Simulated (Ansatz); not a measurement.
## Energy of La₂O₃ along an even scaling of the cell

System: La₂O₃ (P-3m1, 5 atoms in the cell).
Method: Kohn-Sham DFT of a periodic cell, PBE, Ansatz PAW, no spin polarisation (Ansatz 0.2.0).

The 5 runs differ only in the geometry, by an even scaling of the cell at fixed fractional positions. The structure derives from a Materials Project entry.

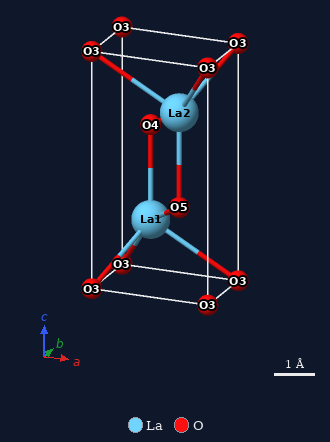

Figure 1. The structure of run 3 (ball-and-stick view of the cell of the calculation, seen slightly off an axis; atoms are numbered from 1 in the order of the input).

### Input of run 3
```yaml
crystal:
  lattice:
    - [3.9043960235, 0.0, 0.0]
    - [-1.9521980118, 3.3813061428, 0.0]
    - [0.0, 0.0, 6.0709324617]
  atoms:
    - { symbol: La, position: [0.3333333333, 0.6666666667, 0.24623568] }
    - { symbol: La, position: [0.6666666667, 0.3333333333, 0.75376432] }
    - { symbol: O, position: [0.0, 0.0, 0.0] }
    - { symbol: O, position: [0.3333333333, 0.6666666667, 0.64589065] }
    - { symbol: O, position: [0.6666666667, 0.3333333333, 0.35410935] }
hamiltonian:
  xc: pbe
  pseudopotentials: { kind: paw }
kpoints:
  mp_grid: { grid: [8, 8, 5] }
scf:
  occupations: { method: fermi_dirac, width: 0.05 }
output:
  forces: true
  stress: true
  eigenvalues: true
```

Command:
```bash
ansatz run input.yaml --threads 2 --pin off --max-ram 5120MiB --backend cpu --events-out ev --progress --plain --runs-dir out
```

Lattice vectors (Å) and fractional positions of run 3:
```
   3.904396    0.000000    0.000000
  -1.952198    3.381306    0.000000
   0.000000    0.000000    6.070932
La  0.333333  0.666667  0.246236
La  0.666667  0.333333  0.753764
O   0.000000  0.000000  0.000000
O   0.333333  0.666667  0.645891
O   0.666667  0.333333  0.354109
```

Run 2 differs from it as follows:
```diff
-    - [3.9043960235, 0.0, 0.0]
-    - [-1.9521980118, 3.3813061428, 0.0]
-    - [0.0, 0.0, 6.0709324617]
+    - [3.8776527457, 0.0, 0.0]
+    - [-1.9388263728, 3.3581457848, 0.0]
+    - [0.0, 0.0, 6.0293494275]
```

### Results, with one run withheld

```tsv
run	volume per atom (Å³)	free energy per atom, from the lowest run given (meV)	pressure (GPa)	gap on the mesh (eV)
1	15.375	39.73	11.58	3.92
2	15.703	?	?	?
3	16.030	6.79	4.79	3.90
4	16.357	0.00	1.89	3.87
5	17.011	2.73	−3.06	3.82
```

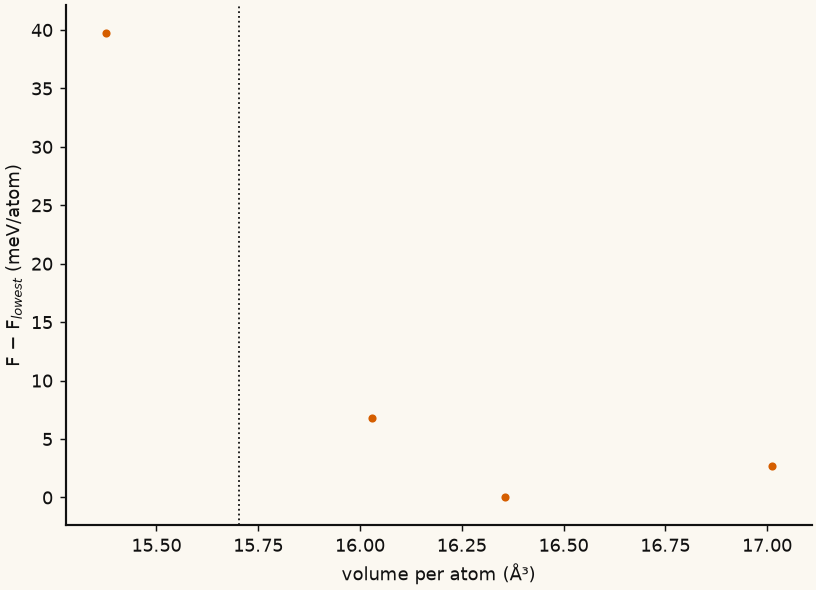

Figure 2. Free energy per atom of the runs given; the dotted line marks run 2.

Fit the runs given and predict run 2.

A quadratic polynomial in V^(−2/3) (the Birch–Murnaghan form), fitted to the 4 runs given, misses them by under 0.01 meV per atom. With x = V^(−2/3) − 0.15635 Å⁻², it reads F = 3.0428 + 3370.5 x + 6.4108e+05 x² (meV per atom). At run 2 it gives 19.80 meV per atom, and the run itself gives 19.79. The slope of the fit gives a pressure −dF/dV of 7.99 GPa there, and the run prints 8.01 GPa. The fit has its minimum at 16.592 Å³ per atom, where V d²F/dV² gives 130 GPa. Cell shape and fractional positions are held, so this is the stiffness under even scaling; the relaxed bulk modulus wasn't computed. The gap on the mesh goes, without turning, from 3.92 eV in run 1 to 3.82 eV in run 5; run 2 has 3.91 eV. These are gaps of this functional on this mesh, which can miss the band edges; they aren't the measured gap.

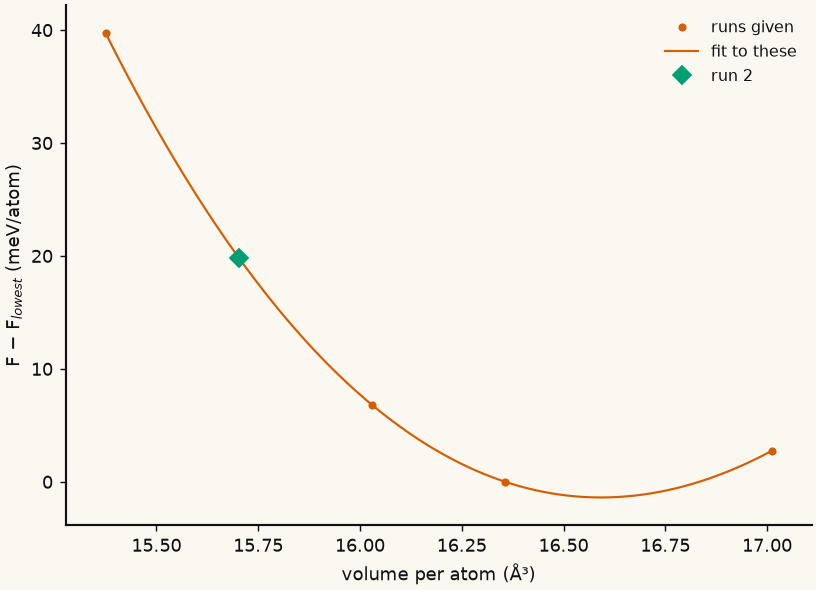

Figure 3. The fit and the withheld run.

### Output, shortened to warnings, some set-up lines, iterations and results (run 2)
```
Basis set: ecut = 420 eV, 1533 PW (Γ), exchange–correlation on 54×54×90 points (8 copies of the dense FFT grid, shifted against one another)
Symmetry: 12 space group operations
k-points: 40 of 320
Initial density: superposition of atomic densities (neutral atoms: chi_scale 0, normalization atom), corrected by the library's trained network
[...]
SCF iter   1: F=—  HF=-14211.960544 eV  |F-HF|=—  |Δ(HF+E_count)|=         —  Δρ=2.38e-3  dr2=4.68e-3  ethr=1.77e-3  ⟨swp⟩=5.4  Hψ=4642  notcnv=0
SCF iter   2: F=—  HF=-14211.960575 eV  |F-HF|=—  |Δ(HF+E_count)|=   3.13e-5  Δρ=1.44e-3  dr2=9.14e-4  ethr=1.17e-5  ⟨swp⟩=2.0  Hψ=2189  notcnv=0  defer=7
SCF iter   3: F=—  HF=-14211.960954 eV  |F-HF|=—  |Δ(HF+E_count)|=   3.78e-4  Δρ=6.60e-4  dr2=3.43e-4  ethr=2.28e-6  ⟨swp⟩=2.0  Hψ=1599  notcnv=0
SCF iter   4: F=—  HF=-14211.961120 eV  |F-HF|=—  |Δ(HF+E_count)|=   1.67e-4  Δρ=1.07e-4  dr2=7.74e-6  ethr=8.57e-7  ⟨swp⟩=2.0  Hψ=1463  notcnv=0
SCF iter   5: F=—  HF=-14211.961118 eV  |F-HF|=—  |Δ(HF+E_count)|=   1.87e-6  Δρ=7.47e-5  dr2=4.03e-6  ethr=1.93e-8  ⟨swp⟩=2.0  Hψ=1692  notcnv=0
SCF iter   6: F=—  HF=-14211.961118 eV  |F-HF|=—  |Δ(HF+E_count)|=   4.65e-7  Δρ=2.12e-5  dr2=2.42e-7  ethr=1.01e-8  ⟨swp⟩=2.0  Hψ=1550  notcnv=0
SCF iter   7: F=-14211.961118 eV  HF=-14211.961118 eV  |F-HF|=2.29e-8  |Δ(HF+E_count)|=   9.77e-8  Δρ=4.97e-6  dr2=1.94e-8  ethr=2.50e-10  ⟨swp⟩=7.6  Hψ=4438  notcnv=0
SCF 1 converged in 7 iterations: F = -14211.961118 eV  dr2 = 1.94e-8
SCF converged after 7 iterations
Free energy (F): -14211.961118 eV
Harris-Foulkes:  -14211.961118 eV  (|F-HF|=2.29e-8)
Internal energy: -14211.961118 eV  (E = F + TS)
E sigma→0 (E₀):  -14211.961118 eV
Fermi energy:    12.251358 eV
--- Per-component energies (eV) ---
  E_band       = 16.673890
  E_kinetic    = 917.962471
  E_local      = -1486.776948  (includes V_loc(G=0)·N_el)
  E_nonlocal   = 337.029938
  E_hartree    = 534.316152
  E_xc         = -505.120947
  E_vxc        = -584.234035  (∫ρ·V_xc dr)
  E_paw        = -11308.432860  (= ΣΔE_a)
  E_vpaw       = -235.946795  (= ΣTr[D̂ρ^β])
  E_aug_tail   = 0.007271  (compensation charges beyond the density's cutoff)
  E_ewald      = -2700.946195
  E_smearing   = -0.000000  (= −TS)
  E_closure    = 0.000000  (closes the sum)
  Σ components = -14211.961118   (vs F -14211.961118, Δ=0.00e0)
--- Forces (eV/Å), atoms counted from 1 ---
  atom   1  La    -0.00000000     0.00000000    -0.34071239
  atom   2  La     0.00000000    -0.00000000     0.34071239
  atom   3  O      0.00000000     0.00000000     0.00000000
  atom   4  O      0.00000000     0.00000000    -0.04045551
  atom   5  O     -0.00000000    -0.00000000     0.04045551
  max |Σ_I F_I| component: 1.18e-16 eV/Å
--- Stress (GPa, compression-positive) ---
        8.400511       0.000000       0.000000
        0.000000       8.400511      -0.000000
        0.000000      -0.000000       7.225621
  P = ⅓ Tr σ = 8.0089 GPa (80.089 kbar)
```
